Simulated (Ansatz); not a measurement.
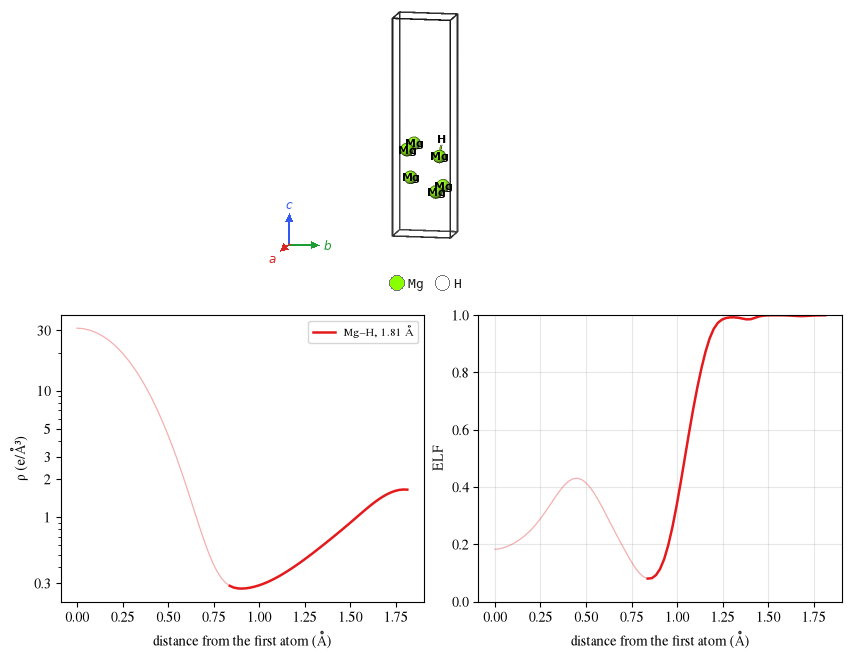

*Mg4H (slab). Valence charge density (pseudo) and electron localisation function along straight lines between neighbouring atoms. Thin, pale parts lie inside the atomic spheres. The structure is drawn too.*

Not relaxed (largest force 0.7 eV/Å); computed without spin polarisation.

All numbers below come from Ansatz 0.2.0, DFT PBEsol, scalar-relativistic, plane waves, PAW.

In a PAW calculation such maps are meaningful between the atoms, not at the nuclei.

> What can be read from the curves?

Mg–H (1.81 Å): ρ is about 0.27 e/Å³ halfway; the ELF climbs to about 1 towards the hydrogen.
